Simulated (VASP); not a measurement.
```
Al H
1.0
     5.71430    0.00000    0.00000
    -2.85715    4.94873    0.00000
     0.00000    0.00000   22.60164
Al H
12 2
Direct
  0.33333 0.16667 0.17698
  0.33333 0.66667 0.17698
  0.83333 0.16667 0.17698
  0.83333 0.66667 0.17698
  0.16667 0.33333 0.27878
  0.16667 0.83333 0.27878
  0.66667 0.33333 0.27878
  0.66667 0.83333 0.27878
  0.00000 0.00000 0.38058
  0.00000 0.50000 0.38058
  0.50000 0.00000 0.38058
  0.50000 0.50000 0.38058
  0.86919 0.00000 0.45712
  0.13081 0.00000 0.45712
```

Not relaxed (largest force 1.3 eV/Å).

Computed with Kohn-Sham DFT of a periodic cell, PBE, VASP PAW PBE potentials, recommended in VASP 6.6.1.

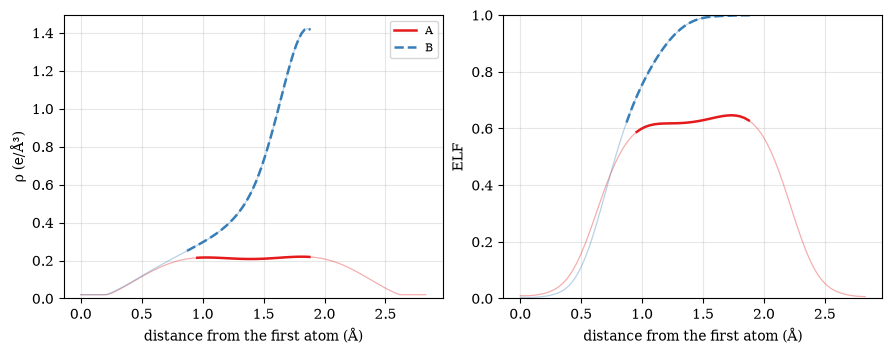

Al6H (slab). Valence electron density and electron localisation function along straight lines between neighbouring atoms. Thin, pale parts lie inside the atomic spheres.

The density is the valence pseudo-density of a PAW calculation; it isn't the true density close to the nuclei.

Question: Which curve belongs to which contact (Al–Al and Al–H)? The first atom named is at distance zero.

Answer: Curve A: Al–Al (2.83 Å): ρ at the midpoint is about 0.21 e/Å³; the ELF peaks at about 0.65 between the atoms. Curve B: Al–H (1.88 Å): ρ is about 0.28 e/Å³ halfway; the ELF climbs to about 1 towards the hydrogen.
